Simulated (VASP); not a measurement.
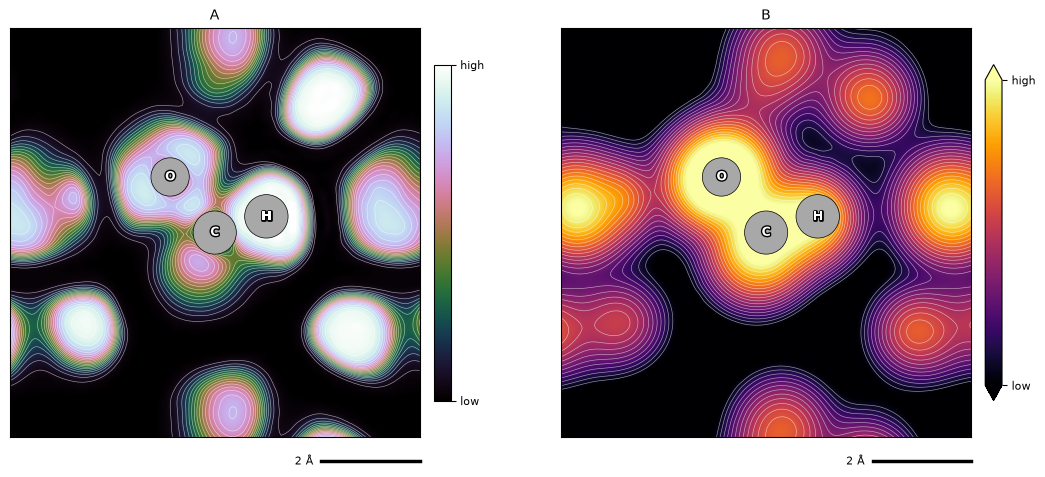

H₄CO (amorphous cell): 2 fields on the (010) plane of the calculation cell, with unlabelled colour scales. Grey discs cover the atomic cores.

All numbers below come from Kohn-Sham DFT of a periodic cell, PBE with D3(BJ), VASP PAW PBE potentials, recommended (VASP).

The panels show electron localisation function and valence pseudo-density in some order. Assign them.

Panel A: electron localisation function. Panel B: valence pseudo-density. From the grid: C–H (1.10 Å): ρ is about 2 e/Å³ halfway; the ELF climbs to about 1 towards the hydrogen, as it does in any bond to H; a covalent bond by its length.
